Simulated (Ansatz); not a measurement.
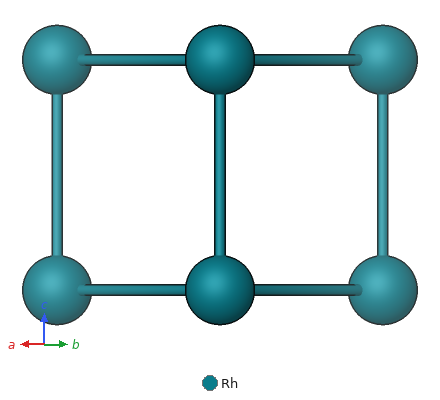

The structure, seen along [110]; the drawing may span several cells.

Structure (in its standard cell), the geometry relaxed with DFT PBE, scalar-relativistic, plane waves, PAW (Ansatz 0.2.0); the starting structure was generated, so it need not be a known form of this composition:

```
Rh
1.0
     2.53565    0.00000    0.00000
     0.00000    2.53565    0.00000
     0.00000    0.00000    2.53565
Rh
1
Direct
  0.00000 0.00000 0.00000
```

> Predict the [110] zone-axis pattern (80 kV, kinematic, B = 1 Å²).

The spots form a rectangular net whose two shortest vectors correspond to d = 2.54 Å and 1.79 Å, 90.0° apart. They are 0 0 1 and 1 -1 0. The pattern has symmetry 2mm. No reflection of this zone is absent.

Strongest reflections with d > 0.80 Å, one of each family (|F|² from tabulated Gaussian fits of the electron scattering factors, times a small damping for the curvature of the Ewald sphere):

```json
{"hkl": "0 0 1", "d (Å)": "2.536", "I (strongest = 100)": "100"}
{"hkl": "1 -1 0", "d (Å)": "1.793", "I (strongest = 100)": "53"}
{"hkl": "1 -1 1", "d (Å)": "1.464", "I (strongest = 100)": "33"}
{"hkl": "0 0 2", "d (Å)": "1.268", "I (strongest = 100)": "22"}
{"hkl": "1 -1 2", "d (Å)": "1.035", "I (strongest = 100)": "11"}
{"hkl": "2 -2 0", "d (Å)": "0.896", "I (strongest = 100)": "6"}
```

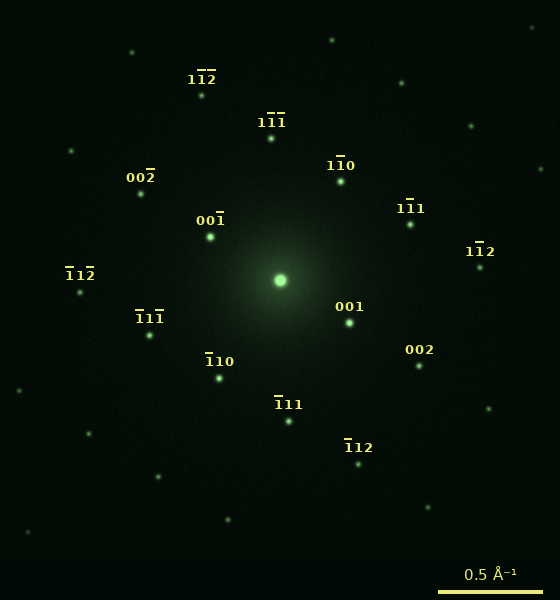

Calculated pattern, seen from the source side with [110] pointing towards the source.
